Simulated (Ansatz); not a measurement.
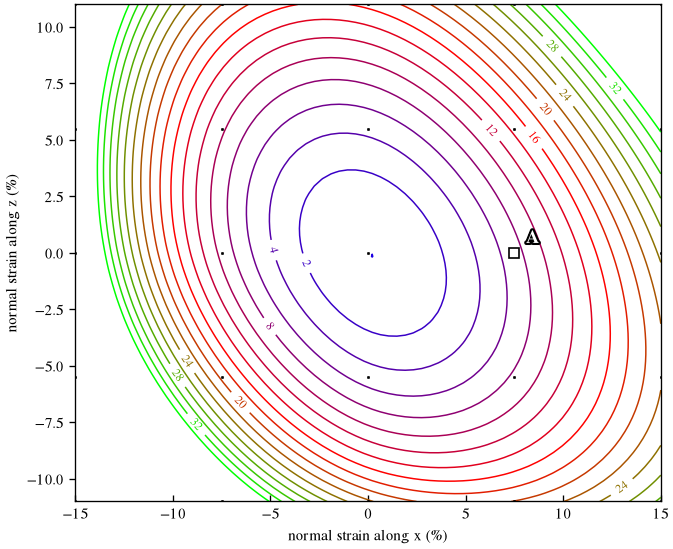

Rb (Cmcm, No. 63; 2 atoms in the cell). The energy is mapped over two homogeneous strains (x along [1 0 0], y along [0 1 0], z along [0 0 1] of the conventional cell). The first coordinate is: normal strain along x; the second: normal strain along z. Nothing is relaxed (fractional coordinates fixed). Grid: 5 × 5 points. Energies are in meV/atom, from the lowest grid point. Level of theory: Ansatz, DFT PBE+D3(BJ), scalar-relativistic, plane waves, PAW. Settings: cutoff 420 eV, k-mesh 10×10×6 in the order of the run's cell vectors, gaussian smearing 0.15 eV, no spin polarisation.

In the figure: contour lines labelled in meV/atom (none above 34), dots at the grid points, the point A. Between grid points the surface is interpolated.

> Is A at rest? If not, where is it pushed?

A, at normal strain along x = 7.5 %, normal strain along z = 0.0 %, is not a stationary point. The computed force is 1.8 meV/atom for each 1 % towards smaller values of normal strain along x and 0.62 meV/atom for each 1 % towards smaller values of normal strain along z.
